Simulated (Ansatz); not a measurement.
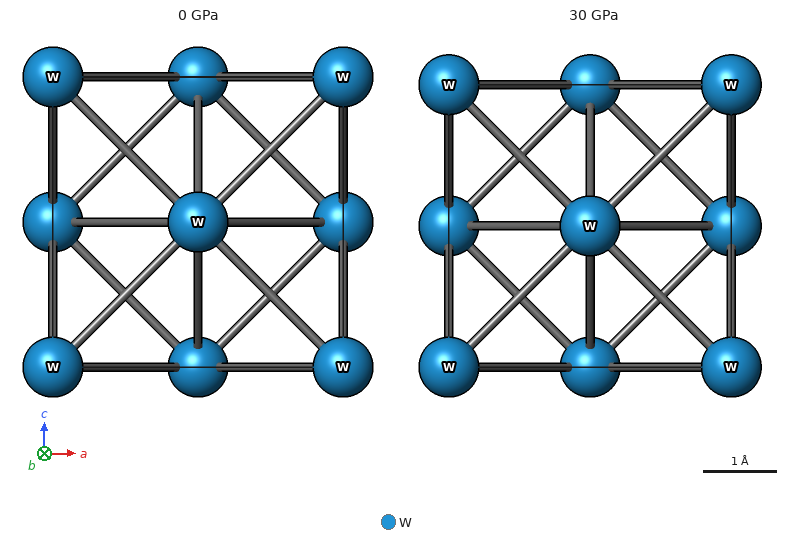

A crystal of W (set up in Fm-3m), relaxed (cell and atoms) at several target pressures. The picture shows the first and the last member. The picture is a ball-and-stick view of the conventional cell (4 times the calculation's cell), seen along the b axis. Lengths and directions refer to the drawn axes.

Computed with Ansatz 0.2.0: LDA, Ansatz PAW. Settings: plane-wave cutoff 420 eV; k-point mesh 11 × 11 × 11; occupations fermi-dirac; smearing width 0.05 eV; no spin polarisation; cell and atoms relaxed; force threshold 0.01 eV/Å.

```json
{"pressure (GPa)": "0", "volume (Å³/atom)": "15.719", "a (Å)": "3.976"}
{"pressure (GPa)": "2", "volume (Å³/atom)": "15.622", "a (Å)": "3.968"}
{"pressure (GPa)": "5", "volume (Å³/atom)": "?", "a (Å)": "?"}
{"pressure (GPa)": "10", "volume (Å³/atom)": "15.259", "a (Å)": "3.937"}
{"pressure (GPa)": "20", "volume (Å³/atom)": "14.853", "a (Å)": "3.902"}
{"pressure (GPa)": "30", "volume (Å³/atom)": "14.493", "a (Å)": "3.870"}
```

Question: Fill in the missing row.

Answer: Murnaghan's form V = V₀(1 + B′P/B₀)^(−1/B′), with V₀ = 15.719 Å³ from the row at zero pressure, fits the other rows with B₀ = 319 GPa and B′ = 3.52 (largest miss 0.001 Å³). At 5 GPa it gives 15.719 × (1 + 3.52 × 5/319)^(−1/3.52) = 15.481 Å³ per atom. The calculation gives 15.482 Å³/atom (a = 3.956 Å). The estimate is 0.001 Å³/atom too low. From the first member to the last: W–W 2.812 → 2.737 Å.

The whole series:

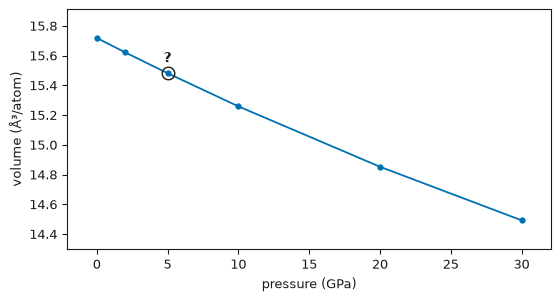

Each member starts from this one structure; whether another phase lies lower wasn't checked.
